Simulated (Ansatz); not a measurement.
Consider SiO2.

Input

```
crystal:
  lattice:
    - [3.751550045, -8.099072755, 0.0]
    - [3.751550045, 8.099072755, 0.0]
    - [0.0, 0.0, 5.23004209]
  atoms:
    - { symbol: Si, position: [0.01037422, 0.402688, 0.25] }
    - { symbol: Si, position: [0.402688, 0.01037422, 0.75] }
    - { symbol: Si, position: [0.597312, 0.98962578, 0.25] }
    - { symbol: Si, position: [0.98962578, 0.597312, 0.75] }
    - { symbol: Si, position: [0.44309388, 0.55690612, 0.25] }
    - { symbol: Si, position: [0.55690612, 0.44309388, 0.75] }
    - { symbol: O, position: [0.0, 0.5, 0.5] }
    - { symbol: O, position: [0.5, 0.0, 0.5] }
    - { symbol: O, position: [0.5, 0.0, 0.0] }
    - { symbol: O, position: [0.0, 0.5, 0.0] }
    - { symbol: O, position: [0.21035351, 0.43715357, 0.25] }
    - { symbol: O, position: [0.43715357, 0.21035351, 0.75] }
    - { symbol: O, position: [0.56284643, 0.78964649, 0.25] }
    - { symbol: O, position: [0.78964649, 0.56284643, 0.75] }
    - { symbol: O, position: [0.83011943, 0.16988057, 0.25] }
    - { symbol: O, position: [0.16988057, 0.83011943, 0.75] }
    - { symbol: O, position: [0.5, 0.5, 0.0] }
    - { symbol: O, position: [0.5, 0.5, 0.5] }
basis:
  ecutwfc: 420
kpoints:
  mp_grid: { grid: [4, 4, 6] }
hamiltonian:
  xc: pbesol
scf:
  occupations: { method: gaussian, width: 0.02 }
output:
  forces: true
  stress: true
  eigenvalues: true
  write_density: true
  write_potential: true
  elf: true
  volumetric_format: npy
relax:
  adjacent_minimum: "off"
  f_tol: 0.005
  max_steps: 80
  cell: { stress_tol: 0.05 }
```

Launched as:

```sh
ansatz run input.yaml --threads 4 --pin off --max-ram 9216MiB --backend cpu --events-out ev --progress --plain --runs-dir out
```

Below, planes, directions and counts refer to the conventional cell (a = 7.53 Å, b = 16.26 Å, c = 5.25 Å, α = 90.00°, β = 90.00°, γ = 90.00°).

The fields are those of the run's last geometry, not of the input's.

Space group Cmcm; a structure from a database of computed crystals, not necessarily the ambient phase.

All numbers below come from Ansatz, DFT PBEsol, scalar-relativistic, plane waves, PAW.

**What can the converged valence pseudo-density and electron localisation function tell about the bonding?**

Si–O (1.61 Å): ρ at the midpoint is about 1.2 e/Å³; the ELF peaks at about 0.85 between the atoms (a polar covalent bond).

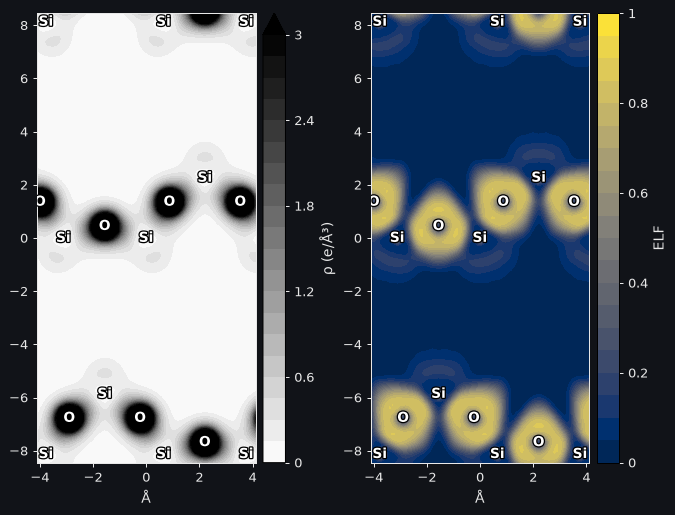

Computed valence pseudo-density and electron localisation function on the (001) plane of the conventional cell, in this order. 

In a PAW calculation such maps are meaningful between the atoms, not at the nuclei.
